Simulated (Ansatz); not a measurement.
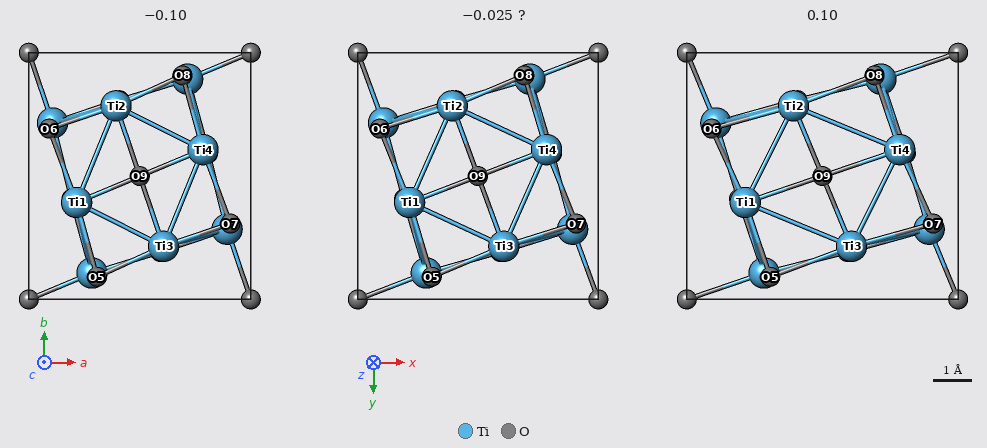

A crystal of Ti₄O₅ (I4/m): the cell is strained along x alone, with the atoms kept at their fractional coordinates. x, y and z are the Cartesian axes of the input. Style: ball-and-stick. Shown: the conventional cell (2 times the calculation's cell), along the c axis. Lengths and directions refer to the drawn axes.

Theory: Ansatz, DFT PBEsol, scalar-relativistic, plane waves, PAW. Set-up: plane-wave cutoff 420 eV; k-point mesh 12 × 12 × 12; occupations gaussian; smearing width 0.15 eV; no spin polarisation. Energies (free energies at the smearing named) are counted from the relaxed crystal.

```
 strain  E − E(ref) (meV/atom)
−0.1000                  219.1
−0.0750                  112.8
−0.0500                   45.9
−0.0250                      ?
 0.0000                    0.0
 0.0250                    8.8
 0.0500                   32.5
 0.0750                   67.1
 0.0875                   87.4
 0.1000                  109.3
```

One row is withheld. What is its energy?

Answer. A straight line between the two neighbours gives 22.9 meV/atom. A cubic through the four nearest rows (−0.0750, −0.0500, 0.0000, 0.0250) gives, with Lagrange weights, (−0.1667)(112.8) + (0.6667)(45.9) + (0.6667)(0.0) + (−0.1667)(8.8) = 10.3 meV/atom. The calculation gives 10.5 meV/atom, so the cubic is 0.2 meV/atom too low and the straight line 12.4 meV/atom too high, as the curve bends upwards here.

The whole profile:

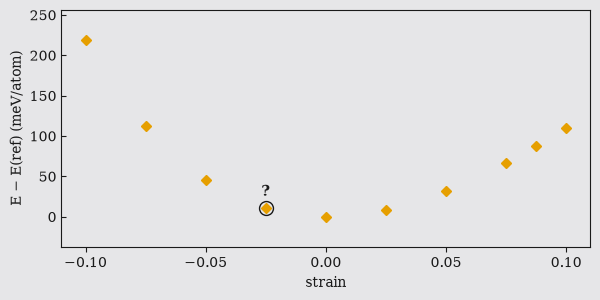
